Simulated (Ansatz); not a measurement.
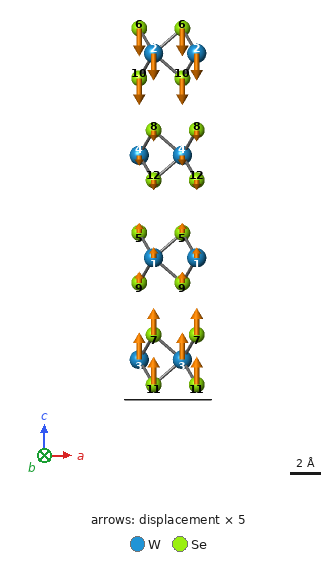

A relaxation of crystalline WSe2 (set up in P-3m1). The starting structure is drawn; orange arrows show the displacements, magnified 5 times.

Style: ball-and-stick. Shown: the 2 × 2 repeat of the cell, outlined in the plane, without the vacuum, along the b axis.

Case: the database's cell, atoms relaxed.

All numbers below come from Ansatz 0.2.0, DFT PBEsol, scalar-relativistic, plane waves, PAW.

Input
```yaml
crystal:
  lattice:
    - [3.3178488582, 0.0, 0.0]
    - [-1.6589244291, 2.8733413971, 0.0]
    - [0.0, 0.0, 36.41830731]
  atoms:
    - { symbol: W, position: [0.66666667, 0.33333333, 0.90611047] }
    - { symbol: W, position: [0.66666667, 0.33333333, 0.280468] }
    - { symbol: W, position: [0.33333333, 0.66666667, 0.719532] }
    - { symbol: W, position: [0.33333333, 0.66666667, 0.09388953] }
    - { symbol: Se, position: [0.33333333, 0.66666667, 0.95178674] }
    - { symbol: Se, position: [0.33333333, 0.66666667, 0.32610682] }
    - { symbol: Se, position: [0.66666667, 0.33333333, 0.76520455] }
    - { symbol: Se, position: [0.66666667, 0.33333333, 0.1395502] }
    - { symbol: Se, position: [0.33333333, 0.66666667, 0.8604498] }
    - { symbol: Se, position: [0.33333333, 0.66666667, 0.23479545] }
    - { symbol: Se, position: [0.66666667, 0.33333333, 0.67389318] }
    - { symbol: Se, position: [0.66666667, 0.33333333, 0.04821326] }
basis:
  ecutwfc: 420
kpoints:
  mp_grid: { grid: [12, 12, 1] }
hamiltonian:
  xc: pbesol
scf:
  occupations: { method: gaussian, width: 0.02 }
output:
  forces: true
  stress: true
  eigenvalues: true
  write_density: true
  write_potential: true
  elf: true
  volumetric_format: npy
relax:
  adjacent_minimum: "off"
  f_tol: 0.01
  max_steps: 40
```

Command:
```bash
ansatz run input.yaml --threads 2 --pin off --max-ram 5120MiB --backend cpu --events-out ev --progress --plain --runs-dir out
```

Question: Describe the change and its energy.

Answer: The largest moves relative to the layer's centre, 0.37 Å, are those of Se6 and Se11. Se6 goes along the normal (−c). By element the largest moves are Se 0.37 Å, W 0.37 Å. The cell stays as it was. Some distances before and after: W1–Se5 2.537 → 2.532 Å. The space group stays P-3m1 (No. 164). The energy falls by 1.4 meV per atom in 5 geometry steps. The largest force component goes from 0.13 to 0.0068 eV/Å.

Limits of the set-up: layers or molecules are held without a dispersion correction, so their spacing is unreliable.
